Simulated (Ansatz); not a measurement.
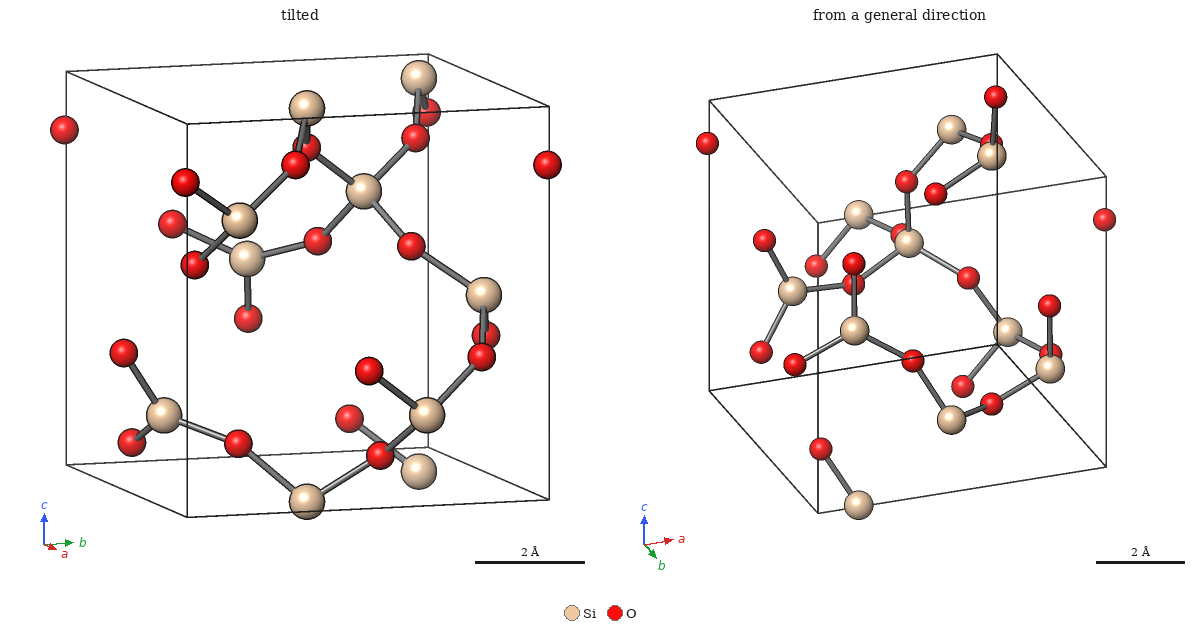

A ball-and-stick picture of a crystal structure, seen slightly off an axis and from a general direction. The outline marks the supercell. The host is SiO$_{2}$, in a cell of 24 sites, and the cell carries a charge of +2.

> What imperfection does the supercell contain?

An oxygen vacancy. Around the empty site lie two Si and two O at about 2.2 to 2.5 Å.

The calculation used Ansatz, DFT PBEsol, scalar-relativistic, plane waves, PAW, with an energy cutoff of 420 eV, a 2×2×2 mesh of k-points, Gaussian smearing of 0.02 eV, collinear spins.

> Is there a net moment in the defective cell?

No net moment.

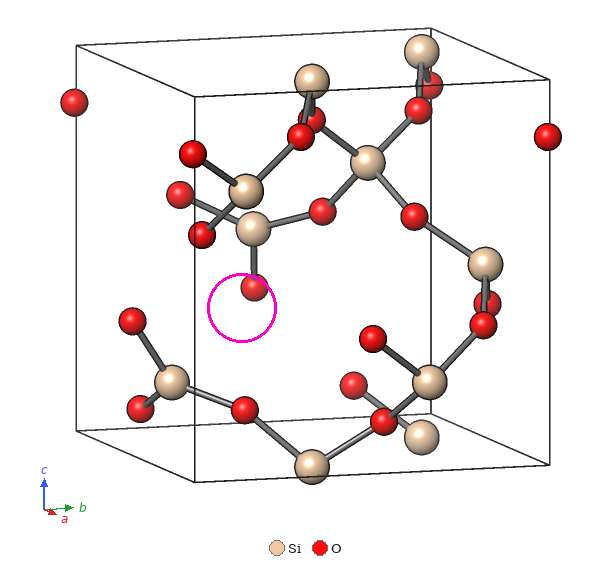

The same cell with a ring at the defect's site.

The atoms were relaxed in the host's cell with DFT PBEsol, scalar-relativistic, plane waves, PAW in Ansatz.
